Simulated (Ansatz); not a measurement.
**Run report: B, geometry relaxation (part 2 of 2)**

Continued. System: B (4 atoms in the cell). Method: DFT PBE, scalar-relativistic, plane waves, PAW, no spin polarisation (Ansatz 0.2.0); cutoff 420 eV, 20×20×20 k-mesh, Gaussian smearing of 0.1 eV. The structure was made by a generator, so it may or may not be a known phase.

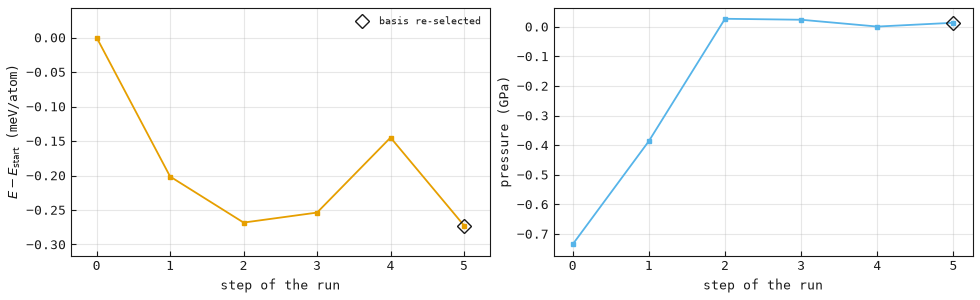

Figure 1. Progress of the relaxation, step by step (the first geometry is step 0 here and step 1 in the log).

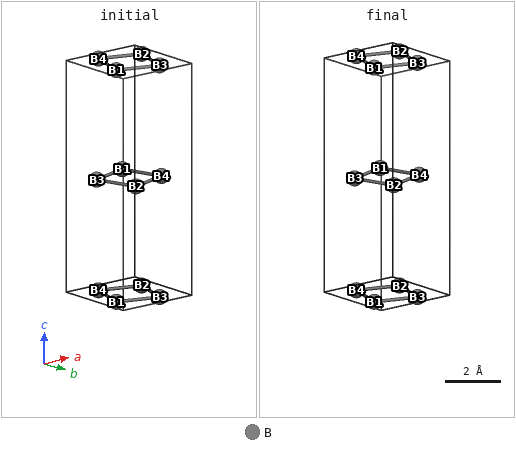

Figure 2. Before (left) and after (right) the relaxation, at one scale (ball-and-stick view of the cell 2 times as large as that of the calculation, set on its symmetry axes, seen at an oblique angle). No atom moves by more than 0.005 Å relative to the cell. The drawn cell changes as follows: a = b 3.276 → 3.271 Å (−0.2 %), c 8.814 → 8.907 Å (+1.1 %); the volume changes by +0.7 %. Among the contacts that change: B1–B2 1.599 → 1.592 Å. The space group stays I4/mcm (No. 140). After 4 geometry steps the energy has fallen by 0.1 meV per atom. Largest force component: 0.084 eV/Å at the start, 0.00032 eV/Å at the end. The pressure goes from −0.74 to 0.01 GPa. A last SCF at the same geometry on a re-selected plane-wave basis shifts the energy by −0.1 meV per atom. (Atoms are counted from 1 in the order of the input.)

```
basis re-selected at this cell: Δ(F+E_penalty+E_count) = -5.099e-4 eV, ΔP = +0.013 GPa vs the last step (what re-selecting the basis moved, of the pressure what is left beyond the Pulay correction that the steps carried, after the strain that the cell walked since its last selection, with what the two solves' SCF thresholds leave and, on support functions, any second-order correction that the steps lacked; it is no measure of the basis error at this ecutwfc). This SCF's stress stands 1.67e-2 GPa from its target on what of the cell is left free (relax.cell.stress_tol is 5.00e-2 GPa) and its largest allowed force component is 3.22e-4 eV/Å (relax.f_tol is 1.00e-2 eV/Å): within both
SCF converged after 3 iterations
Free energy (F): -620.855232 eV
Harris-Foulkes:  -620.855232 eV  (|F-HF|=1.26e-11)
Internal energy: -620.852558 eV  (E = F + TS)
E sigma→0 (E₀):  -620.853895 eV
Entropy (-TS):   -0.002673 eV (-0.668 meV/atom)
Fermi energy:    4.672711 eV
--- Per-component energies (eV) ---
  E_band       = -37.590460
  E_kinetic    = 198.906043
  E_local      = -394.450225  (includes V_loc(G=0)·N_el)
  E_nonlocal   = 44.505441
  E_hartree    = 137.575374
  E_xc         = -127.358231
  E_vxc        = -150.833285  (∫ρ·V_xc dr)
  E_paw        = -314.617578  (= ΣΔE_a)
  E_vpaw       = -10.869040  (= ΣTr[D̂ρ^β])
  E_aug_tail   = -0.000012  (compensation charges beyond the density's cutoff)
  E_ewald      = -165.413370
  E_smearing   = -0.002673  (= −TS)
  E_closure    = -0.000000  (closes the sum)
  Σ components = -620.855232   (vs F -620.855232, Δ=0.00e0)
--- Forces (eV/Å), atoms counted from 1 ---
  atom   1  B     -0.00032215    -0.00032215     0.00000000
  atom   2  B      0.00032215     0.00032215     0.00000000
  atom   3  B     -0.00032215     0.00032215     0.00000000
  atom   4  B      0.00032215    -0.00032215    -0.00000000
  max |Σ_I F_I| component: 3.47e-18 eV/Å
--- Stress (GPa, compression-positive) ---
        0.016690      -0.000000      -0.000000
       -0.000000       0.016690      -0.000000
        0.000000       0.000000       0.007081
  P = ⅓ Tr σ = 0.0135 GPa (0.135 kbar)
--- Band table (eV; the first three rows and the last of 641) ---
  k-point 0: bands = ["-11.1023", "-4.8005", "-1.9353", "-1.6706", "-0.0201", "-0.0201", "7.2090", "9.3019", "9.3019", "9.8548"]
  k-point 1: bands = ["-11.0547", "-4.8702", "-2.3379", "-1.6043", "-0.0267", "0.4880", "7.2717", "8.5595", "9.0947", "9.1106"]
  k-point 2: bands = ["-10.9120", "-5.0599", "-3.0542", "-1.4054", "-0.0992", "1.5198", "7.4594", "7.5669", "8.2730", "8.6261"]
  k-point 640: bands = ["-11.0412", "-4.8120", "-2.2713", "-1.9523", "-0.0461", "-0.0461", "9.6308", "9.6308", "9.8466", "10.5777"]
--- Relaxed structure (5 steps of the walk, 5 accepted, 1 SCFs on fresh bases) ---
  F+E_penalty+E_count = -620.85523151 eV   max|allowed force component| = 3.221e-4 eV/Å   (the final SCF, on the basis selected at the relaxed cell)
  cell:  # Å, volume = 47.6414 Å³
    - [-1.6353092387181223, 1.6353092387181223, 4.4537423331770265]
    - [1.6353092387181223, -1.6353092387181223, 4.4537423331770265]
    - [1.6353092387181223, 1.6353092387181223, -4.4537423331770265]
  atoms:
    - { symbol: B, position: [0.6720829554604755, 0.1720829554604755, 0.844165910920951] }
    - { symbol: B, position: [0.3279170445395245, 0.8279170445395245, 0.15583408907904903] }
    - { symbol: B, position: [0.8279170445395245, 0.6720829554604754, 0.5000000000000001] }
    - { symbol: B, position: [0.1720829554604755, 0.3279170445395245, 0.5] }
```

Trajectory as extended XYZ (Å, eV, eV/Å), 6 frames, from step=1 to step=6:
```
4
Lattice="-1.6380 1.6380 4.4068 1.6380 -1.6380 4.4068 1.6380 1.6380 -4.4068" Properties=species:S:1:pos:R:3:forces:R:3 step=1 energy=-620.85414 pressure_GPa=-0.74
B     0.5652    2.2032    0.0000   -0.0838  -0.0838   0.0000
B     1.0728   -0.5652    4.4068    0.0838   0.0838   0.0000
B     0.5652    1.0728    4.4068   -0.0838   0.0838   0.0000
B     1.0728    0.5652    0.0000    0.0838  -0.0838   0.0000
4
Lattice="-1.6368 1.6368 4.4120 1.6368 -1.6368 4.4120 1.6368 1.6368 -4.4120" Properties=species:S:1:pos:R:3:forces:R:3 step=2 energy=-620.85495 pressure_GPa=-0.39
B     0.5640    2.2008    0.0000   -0.0421  -0.0421   0.0000
B     1.0727   -0.5640    4.4120    0.0421   0.0421   0.0000
B     0.5640    1.0727    4.4120   -0.0421   0.0421   0.0000
B     1.0727    0.5640    0.0000    0.0421  -0.0421   0.0000
4
Lattice="-1.6353 1.6353 4.4224 1.6353 -1.6353 4.4224 1.6353 1.6353 -4.4224" Properties=species:S:1:pos:R:3:forces:R:3 step=3 energy=-620.85522 pressure_GPa=0.03
B     0.5628    2.1981    0.0000    0.0017   0.0017   0.0000
B     1.0725   -0.5628    4.4224   -0.0017  -0.0017   0.0000
B     0.5628    1.0725    4.4224    0.0017  -0.0017   0.0000
B     1.0725    0.5628    0.0000   -0.0017   0.0017   0.0000
4
Lattice="-1.6353 1.6353 4.4263 1.6353 -1.6353 4.4263 1.6353 1.6353 -4.4263" Properties=species:S:1:pos:R:3:forces:R:3 step=4 energy=-620.85516 pressure_GPa=0.02
B     0.5628    2.1981    0.0000    0.0018   0.0018   0.0000
B     1.0725   -0.5628    4.4263   -0.0018  -0.0018   0.0000
B     0.5628    1.0725    4.4263    0.0018  -0.0018   0.0000
B     1.0725    0.5628    0.0000   -0.0018   0.0018   0.0000
4
Lattice="-1.6353 1.6353 4.4537 1.6353 -1.6353 4.4537 1.6353 1.6353 -4.4537" Properties=species:S:1:pos:R:3:forces:R:3 step=5 energy=-620.85472 pressure_GPa=0.00
B     0.5628    2.1981    0.0000   -0.0002  -0.0002   0.0000
B     1.0725   -0.5628    4.4537    0.0002   0.0002   0.0000
B     0.5628    1.0725    4.4537   -0.0002   0.0002   0.0000
B     1.0725    0.5628    0.0000    0.0002  -0.0002   0.0000
4
Lattice="-1.6353 1.6353 4.4537 1.6353 -1.6353 4.4537 1.6353 1.6353 -4.4537" Properties=species:S:1:pos:R:3:forces:R:3 step=6 energy=-620.85523 pressure_GPa=0.01
B     0.5628    2.1981    0.0000   -0.0003  -0.0003   0.0000
B     1.0725   -0.5628    4.4537    0.0003   0.0003   0.0000
B     0.5628    1.0725    4.4537   -0.0003   0.0003   0.0000
B     1.0725    0.5628    0.0000    0.0003  -0.0003   0.0000
```

The run was set up as follows.

The input:
```yaml
crystal:
  lattice:
    - [-1.6379971475, 1.6379971475, 4.4068076514]
    - [1.6379971475, -1.6379971475, 4.4068076514]
    - [1.6379971475, 1.6379971475, -4.4068076514]
  atoms:
    - { symbol: B, position: [0.6725351731, 0.1725351731, 0.8450703462] }
    - { symbol: B, position: [0.3274648269, 0.8274648269, 0.1549296538] }
    - { symbol: B, position: [0.8274648269, 0.6725351731, 0.5] }
    - { symbol: B, position: [0.1725351731, 0.3274648269, 0.5] }
basis:
  ecutwfc: 420
kpoints:
  mp_grid: { grid: [20, 20, 20] }
hamiltonian:
  xc: pbe
scf:
  occupations: { method: gaussian, width: 0.1 }
output:
  forces: true
  stress: true
  eigenvalues: true
relax:
  adjacent_minimum: "off"
  f_tol: 0.01
  max_steps: 80
  cell: { stress_tol: 0.05 }
```

Run as:
```bash
ansatz run input.yaml --threads 1 --pin off --max-ram 2560MiB --backend cpu --events-out ev --progress --plain --runs-dir out
```

Key numbers:

| quantity | value |
| --- | --- |
| outcome | converged |
| space group (tolerance 0.01 Å) | I4/mcm (140) |
| electrons treated | 12 |
| free energy | −620.8552 eV |
| Fermi energy | 4.673 eV |
| gap on the k-point mesh | none (metallic) |
| pressure | 0.01 GPa |
| final volume | 47.64 Å³ |
| largest force (length of the vector) at the end | under 0.001 eV/Å |
| final cell | a = 5.018 Å, b = 5.018 Å, c = 5.018 Å, α = 141.96°, β = 141.96°, γ = 54.88° |
| hardware | 1 thread of Intel Xeon @ 2.70GHz, 189 GiB of memory available, shared host |
| wall time | 86 s |
| peak memory | 0.63 GiB |
